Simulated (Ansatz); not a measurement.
A series of calculations on CoPtO2

### Relaxation

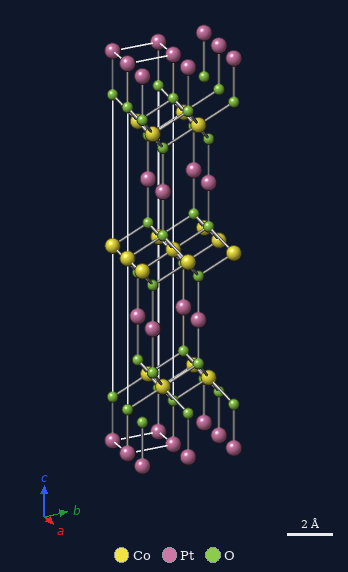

A crystal of CoPtO2 (set up in R-3m), before the relaxation. A ball-and-stick model of the conventional cell (3 times the calculation's cell), repeated 2 × 2 × 1 with one cell outlined, seen slightly off an axis. Lengths and directions refer to the drawn axes.

Computed with DFT PBE, scalar-relativistic, plane waves, PAW (Ansatz 0.2.0).

The input:
```yaml
crystal:
  lattice:
    - [1.4122699173, 0.8153744169, 5.9393891094]
    - [-1.4122699173, 0.8153744169, 5.9393891094]
    - [0.0, -1.6307488338, 5.9393891094]
  atoms:
    - { symbol: Co, position: [0.5, 0.5, 0.5] }
    - { symbol: Pt, position: [0.0, 0.0, 0.0] }
    - { symbol: O, position: [0.88775597, 0.88775597, 0.88775597] }
    - { symbol: O, position: [0.11224403, 0.11224403, 0.11224403] }
basis:
  ecutwfc: 420
kpoints:
  mp_grid: { grid: [18, 18, 18] }
hamiltonian:
  xc: pbe
scf:
  occupations: { method: gaussian, width: 0.1 }
output:
  forces: true
  stress: true
  eigenvalues: true
  write_density: true
  write_potential: true
  elf: true
  volumetric_format: npy
relax:
  adjacent_minimum: "off"
  f_tol: 0.005
  max_steps: 80
  cell: { stress_tol: 0.05 }
```

Command:
```bash
ansatz run input.yaml --threads 1 --pin off --max-ram 2560MiB --backend cpu --events-out ev --progress --plain --runs-dir out
```

Question: Where does the relaxation end?

Answer: The energy falls by 19.3 meV per cell of the calculation in 5 accepted moves (7 points after the start). Largest force component: 0.078 eV/Å at the start, under 0.0001 eV/Å at the end. Pressure: 6.00 GPa at the start and 0.01 GPa at the end. The SCF was repeated twice at an unchanged geometry on a basis and grid sized afresh for the cell, which shifted the energy by 5.0 meV per cell of the calculation at most. The atoms keep their places relative to the cell (all moves are under 0.005 Å). The volume changes by +2.5 %, with a = b 2.825 → 2.855 Å (+1.1 %), c 17.818 → 17.883 Å (+0.4 %). Near-neighbour distances that change, for instance: Co1–O3 1.897 → 1.913 Å, Pt2–O3 2.000 → 2.009 Å. The space group stays R-3m (No. 166). Cost: 13 min on 1 thread of Intel(R) Xeon(R) Processor @ 2.50GHz (Skylake/Cascade Lake), on a shared host, peak memory 0.82 GiB.

Step by step:

| step | E − E(0), meV/atom | largest force component, eV/Å | pressure, GPa | volume, Å³/atom | note |
| --- | --- | --- | --- | --- | --- |
| 0 | 0.00 | 0.0784 | 6.00 | 10.259 |  |
| 1 | -3.33 | 0.1522 | 1.61 | 10.446 |  |
| 2 | -3.54 | 0.0744 | 0.23 | 10.502 |  |
| 3 | -3.57 | 0.0057 | 0.01 | 10.509 |  |
| 4 | -3.57 | 0.0002 | 0.00 | 10.509 |  |
| 5 | -4.82 | 0.0009 | 0.19 | 10.509 | same geometry, new basis |
| 6 | -4.79 | 0.0001 | 0.01 | 10.518 |  |
| 7 | -4.83 | 0.0001 | 0.01 | 10.518 | same geometry, new basis |

After the run, drawn alike:

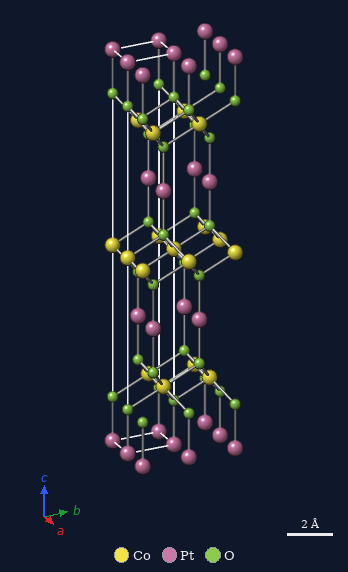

Limits of the set-up: an element that often carries a moment was run without spin polarisation.

### Relaxation

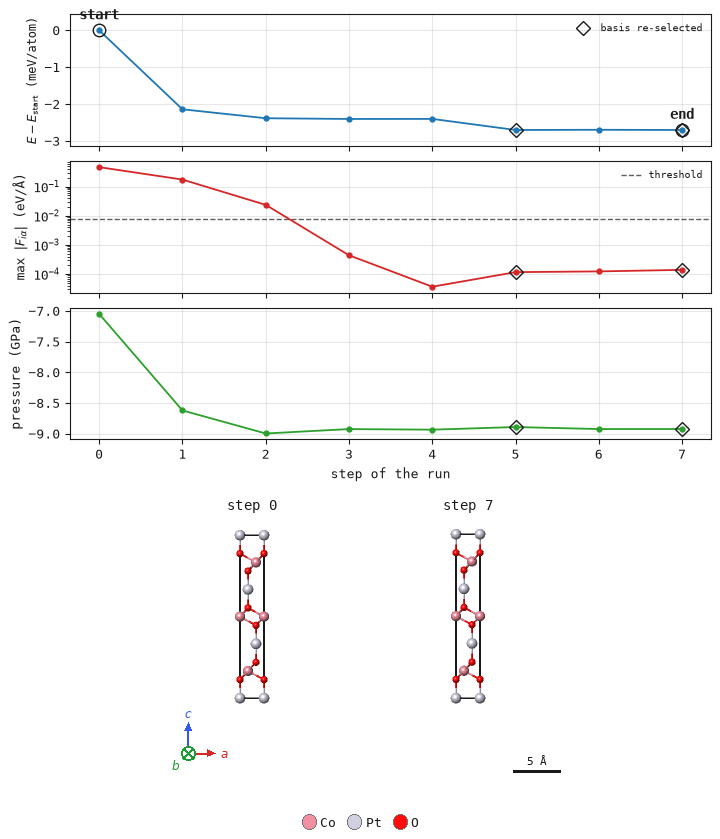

First and last geometry of a relaxation of a crystal of CoPtO2 (set up in R-3m), with the history of the run. Style: ball-and-stick. Shown: the cell of the calculation, along the b axis.

Case: biaxial strain in the a-b plane of +4.0 %; c and atoms relaxed.

Theory: DFT PBE, scalar-relativistic, plane waves, PAW (Ansatz 0.2.0). Set-up: plane-wave cutoff 420 eV; k-point mesh 12 × 12 × 2; occupations gaussian; smearing width 0.1 eV; no spin polarisation; cell relaxed at fixed a, b, gamma; force threshold 0.008 eV/Å; at most 40 steps.

**Read the history and describe the run.**

It converged. The largest moves relative to the cell, 0.013 Å, are those of O atoms. Co and Pt stay in place. The drawn cell changes as follows: a = b unchanged at 2.969 Å, c 17.454 → 17.566 Å (+0.6 %); the volume changes by +0.6 %. Among the contacts that change: O–Pt 1.975 → 2.001 Å. The space group stays R-3m (No. 166). The energy falls by 2.7 meV per atom in 5 accepted moves (7 points after the start). The largest force component goes from 0.46 to 0.00014 eV/Å. The pressure goes from −7.05 to −8.92 GPa. At 2 points the geometry stayed and the basis and grid were re-selected for the new cell (energy shift of 0.3 meV per atom at most each time).

Limits of the set-up: an element that often carries a moment was run without spin polarisation.

### Series

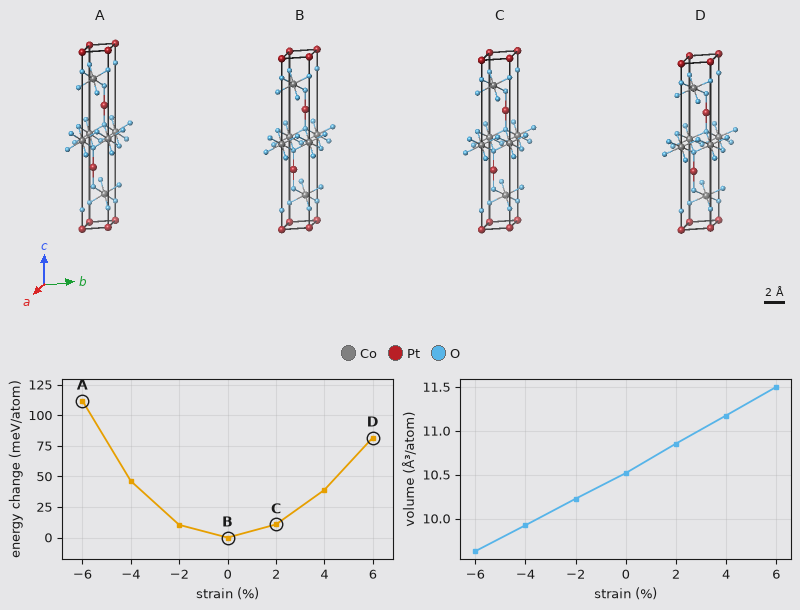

Members of a series of calculations on a crystal of CoPtO2 (set up in R-3m), marked on the first curve. A ball-and-stick model of the cell of the calculation, seen slightly off an axis.

All numbers below come from DFT PBE, scalar-relativistic, plane waves, PAW (Ansatz 0.2.0). Settings: plane-wave cutoff 420 eV; k-point mesh 12 × 12 × 2; occupations gaussian; smearing width 0.1 eV; no spin polarisation.

**Which kind of strain is it, and how does the structure respond?**

Biaxial strain in the a–b plane, c and atoms relaxed. A (strain −6.0 %): energy change 112 meV/atom, volume 9.63 Å³ per atom. B (strain 0.0 %): energy change 0.0 meV/atom, volume 10.52 Å³ per atom. C (strain 2.0 %): energy change 10.7 meV/atom, volume 10.85 Å³ per atom. D (strain 6.0 %): energy change 81.7 meV/atom, volume 11.50 Å³ per atom. The rest compares A with D. The drawn cell changes as follows: a = b 2.684 → 3.026 Å (+12.8 %), c 18.525 → 17.402 Å (−6.1 %); the volume changes by +19.5 %. Some distances before and after: Co–O 1.873 → 1.967 Å, O–Pt 2.035 → 1.996 Å.

Limits of the set-up: an element that often carries a moment was run without spin polarisation.
